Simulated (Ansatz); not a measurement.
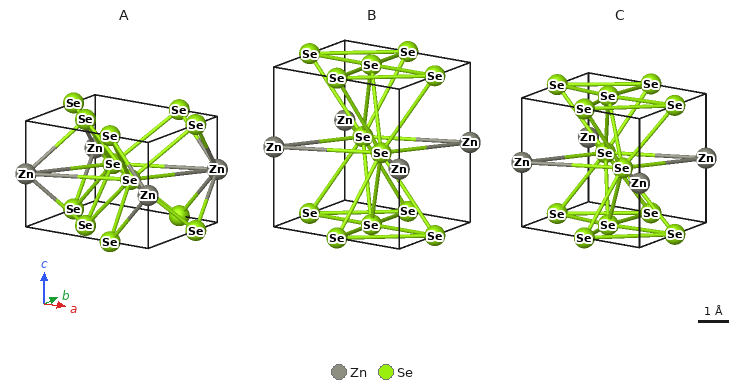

3 geometries from one relaxation of crystalline ZnSe5 (a generated structure, set up in P-62m) (coarse preliminary run), in shuffled order. Style: ball-and-stick. Shown: the cell of the calculation, slightly off an axis.

Theory: Ansatz, DFT PBE, scalar-relativistic, plane waves, PAW. (plane-wave cutoff 420 eV; k-point mesh 3 × 3 × 4; occupations gaussian; smearing width 0.1 eV; no spin polarisation; cell and atoms relaxed; force threshold 0.04 eV/Å; at most 70 steps)

Question: Put them in the order of the run, from the start to the converged end.

Answer: B, C, A. They are steps 0, 4, 13, at +765 meV per atom, +251 meV per atom relative to the last. The largest moves relative to the cell, 1.20 Å, are those of Se atoms. Zn stays in place. Cell: a = b 6.660 → 6.498 Å (−2.4 %), c 5.413 → 3.591 Å (−33.7 %). Volume −36.8 %. Among the contacts that change: Se–Zn 4.275 → 2.705 Å, Se–Se 3.330 → 3.881 Å, Se–Se 3.320 → 2.871 Å, Se–Zn 3.845 → 3.752 Å. The space group stays P-62m (No. 189). The energy falls by 765 meV per atom in 11 accepted moves (13 points after the start). Largest force component: 0.0082 eV/Å at the start, 0.015 eV/Å at the end. Pressure: −8.07 GPa at the start and −0.16 GPa at the end. The line search rejected the trial step at point 10 of the run. At 1 point the geometry stayed and the basis and grid were re-selected for the new cell (energy shift of 0.7 meV per atom at most each time).
